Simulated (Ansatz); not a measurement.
System: LiF, space group P6_3mc (No. 186).

Starting cell:
```xyz
4
Lattice="3.0609 0.0000 0.0000 -1.5305 2.6509 0.0000 0.0000 0.0000 4.8073" Properties=species:S:1:pos:R:3 pbc="T T T"
Li    0.0000    1.7672    1.8323
Li    1.5305    0.8836    4.2360
F     0.0000    1.7672    4.7777
F     1.5305    0.8836    2.3741
```

Method: biaxial strain in the xy plane and strain along z of a crystal, fractional coordinates fixed, by plane-wave density functional theory with PAW datasets, free energies less that of the undisturbed cell (Ansatz 0.2.0). Level: PBEsol, no spin polarisation.

- wave cutoff: 420 eV
- k mesh: 9×9×6
- occupations: Gaussian
- smearing width: 0.05 eV
- k shift: (0, 0, 0) (mesh steps)
- start: as given

What does the calculation give for the map of the energy change over strain zz and strain xx = yy? The grid: strain zz −0.08, −0.04, 0, 0.04, 0.08 ; strain xx = yy −0.08, −0.04, 0, 0.04, 0.08.

At the origin the energy is lower than all eight neighbouring grid points, so a minimum lies at or close to the given structure. The energy change is least, 0 meV/atom, at strain zz of 0 and strain xx = yy of 0, and largest, 156 meV/atom, at strain zz of −0.08 and strain xx = yy of −0.08. Near the origin the softest direction lies along strain zz, turned by about 14° so that strain xx = yy takes the opposite sign; the curvature across the valley is 3.1 times that along it.

Energy change (meV/atom); rows strain xx = yy, columns strain zz:
|  | −0.08 | −0.04 | 0 | 0.04 | 0.08 |
| --- | --- | --- | --- | --- | --- |
| −0.08 | 156 | 116 | 95 | 86 | 87 |
| −0.04 | 72 | 40 | 25 | 23 | 29 |
| 0 | 35 | 9 | 0 | 3 | 13 |
| 0.04 | 30 | 10 | 6 | 13 | 27 |
| 0.08 | 46 | 32 | 33 | 44 | 62 |

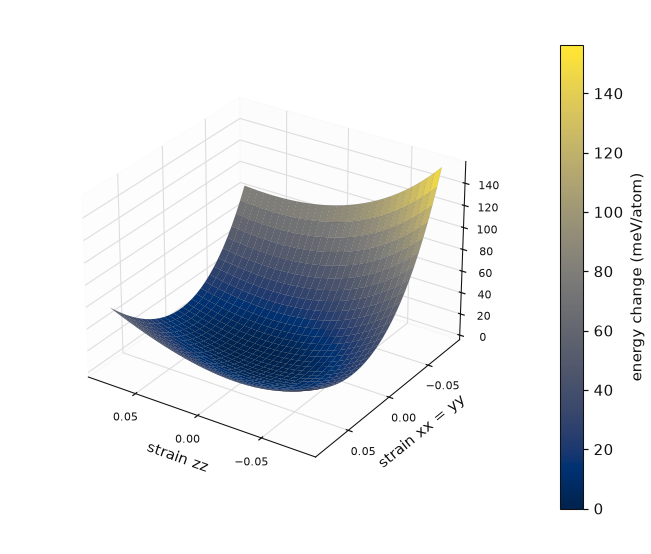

Limits of the calculation: odd k mesh can miss points on the zone edge; reference crystal is not relaxed.
